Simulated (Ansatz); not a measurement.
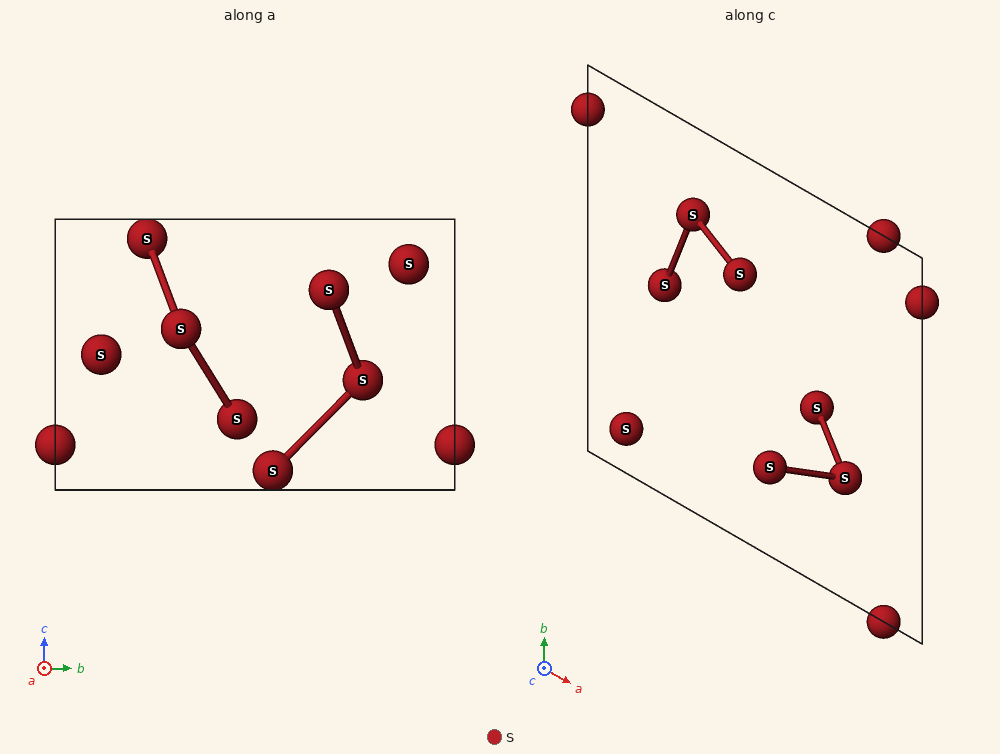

An orthographic ball-and-stick view of the structure, along the a axis and along the c axis. Lines trace the edges of the conventional unit cell.

S, space group P3_221 (No. 154), a = 7.46 Å, b = 7.46 Å, c = 4.38 Å, α = 90.00°, β = 90.00°, γ = 120.00°.

Method used: DFT PBE+D3(BJ), scalar-relativistic, plane waves, PAW in Ansatz 0.2.0. It ran with E_cut = 420 eV, 6×6×6 k-mesh, Gaussian smearing of 0.02 eV, no spin polarisation.

> Classify it as metallic or gapped, with the value.

A semiconductor at this level, with a gap of 1.83 eV, indirect; the smallest direct gap is 1.94 eV.

> What pressure does the calculation give for this cell?

The computed pressure is 0.0 GPa, close to zero.

The starting point was a structure listed in the Materials Project. Earlier steps of the study may have refined or changed the cell and positions. It went into a calculation with Ansatz.
